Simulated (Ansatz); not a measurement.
Consider Si3N4.

Input file:

```
crystal:
  lattice:
    - [0.0, 3.83825, 3.83825]
    - [3.83825, 0.0, 3.83825]
    - [3.83825, 3.83825, 0.0]
  atoms:
    - { symbol: Si, position: [0.625, 0.625, 0.625] }
    - { symbol: Si, position: [0.125, 0.625, 0.625] }
    - { symbol: Si, position: [0.625, 0.625, 0.125] }
    - { symbol: Si, position: [0.625, 0.125, 0.625] }
    - { symbol: Si, position: [0.0, 0.0, 0.0] }
    - { symbol: Si, position: [0.25, 0.25, 0.25] }
    - { symbol: "N", position: [0.3824, 0.3824, 0.3824] }
    - { symbol: "N", position: [0.3972, 0.8676, 0.8676] }
    - { symbol: "N", position: [0.3824, 0.3824, 0.8528] }
    - { symbol: "N", position: [0.8676, 0.3972, 0.8676] }
    - { symbol: "N", position: [0.8528, 0.3824, 0.3824] }
    - { symbol: "N", position: [0.8676, 0.8676, 0.8676] }
    - { symbol: "N", position: [0.3824, 0.8528, 0.3824] }
    - { symbol: "N", position: [0.8676, 0.8676, 0.3972] }
scf:
  occupations: { method: fixed }
output:
  forces: true
  stress: true
  eigenvalues: true
  write_density: true
  write_potential: true
  elf: true
  volumetric_format: npy
hamiltonian:
  xc: hse06
kpoints:
  mp_grid: { grid: [3, 3, 3] }
basis:
  ecutwfc: 500
relax:
  f_tol: 0.002
  max_steps: 60
  cell: { stress_tol: 0.1 }
```

Run with:

```sh
ansatz run input.yaml --threads 4 --pin off --max-ram 10240MiB --backend cpu --events-out ev --progress --plain --runs-dir out
```

Below, planes, directions and counts refer to the conventional cell (a = 7.71 Å, b = 7.71 Å, c = 7.71 Å, α = 90.00°, β = 90.00°, γ = 90.00°).

The fields are those of the relaxed geometry.

Space group Fd-3m.

These are results of DFT HSE06, scalar-relativistic, plane waves, PAW (Ansatz), not measurements.

**Predict the valence pseudo-density and electron localisation function between the atoms.**

Si–N (1.87 Å): ρ at the midpoint is about 0.86 e/Å³; the ELF peaks at about 0.90 between the atoms.

**Does the calculation make it a metal, or give it a gap?**

It is gapped, with a Kohn–Sham gap of 4.8 eV on the k-point mesh (the band edges may lie off the mesh, which would make the gap smaller).

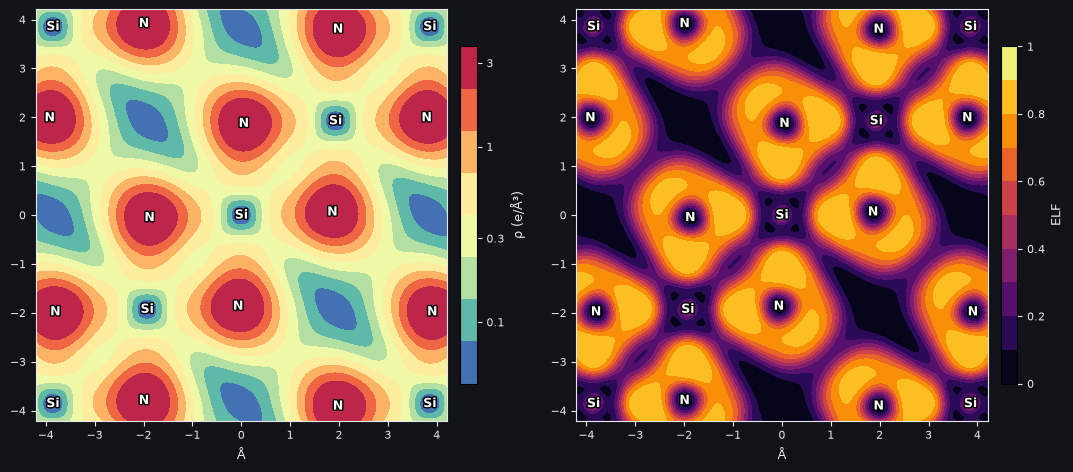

Computed valence pseudo-density and electron localisation function on the (100) plane of the conventional cell, in this order. 

Core electrons are frozen (PAW), and the valence fields are smoothed inside the atomic spheres.
